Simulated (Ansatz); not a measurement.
## Cs: geometry relaxation

Cs (P6₃/mmc, 2 atoms in the cell), set up with DFT, PBEsol, plane waves, PAW, Ueff = 30 eV on Cs f (Ansatz 0.2.0).

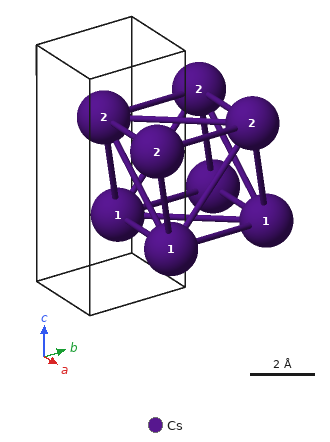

**Figure 1.** The input geometry (ball-and-stick view of the cell of the calculation, repeated 2 × 2 × 1, seen slightly off an axis; atoms are numbered from 1 in the order of the input). An atom can appear more than once, as a periodic image.

The input:
```yaml
crystal:
  lattice:
    - [4.7484336363, 0.0, 0.0]
    - [-2.3742168182, 4.1122641572, 0.0]
    - [0.0, 0.0, 7.6924624909]
  atoms:
    - { symbol: Cs, position: [0.3333333333, 0.6666666667, 0.25] }
    - { symbol: Cs, position: [0.6666666667, 0.3333333333, 0.75] }
kpoints:
  mp_grid: { grid: [8, 8, 5] }
scf:
  occupations: { method: fermi_dirac, width: 0.08 }
  max_iter: 60
hamiltonian:
  xc: pbesol
  pseudopotentials: { kind: paw }
  hubbard: { sites: [{ species: Cs, l: f, u_eff: 30.0 }] }
output:
  forces: true
  stress: true
relax:
  f_tol: 0.005
  max_steps: 30
  cell: { stress_tol: 0.23, fix: [volume] }
```

Run as:
```bash
ansatz run input.yaml --threads 1 --pin off --max-ram 2048MiB --backend cpu --events-out ev --progress --plain --runs-dir out
```

What the program printed:
```
Error: inconsistent input (hamiltonian.hubbard.sites[].l, hamiltonian.hubbard.sites[].shell): the file of Cs doesn't list 4f, and it can't be added: PBE doesn't bind the shell 4f of the free atom, whose level lies at +0.78 eV. Type an atom or ion with it (hamiltonian.pseudopotentials.projection_atoms), take another file or name another shell
```

What the run reported:

- outcome: refused by the program
- space group (tolerance 0.01 Å): P6₃/mmc (194)
- hardware: 1 thread of Arm Neoverse V1, 24 GiB of memory available, shared host

Diagnosis:

This input holds a deliberate fault: a U on a shell that isn't there (`hamiltonian.hubbard`). The program refused the input: “inconsistent input (hamiltonian.hubbard.sites[].l, hamiltonian.hubbard.sites[].shell): the file of Cs doesn't list 4f, and it can't be added: PBE doesn't bind the shell 4f of the free atom, whose level lies at +0.78 eV …”
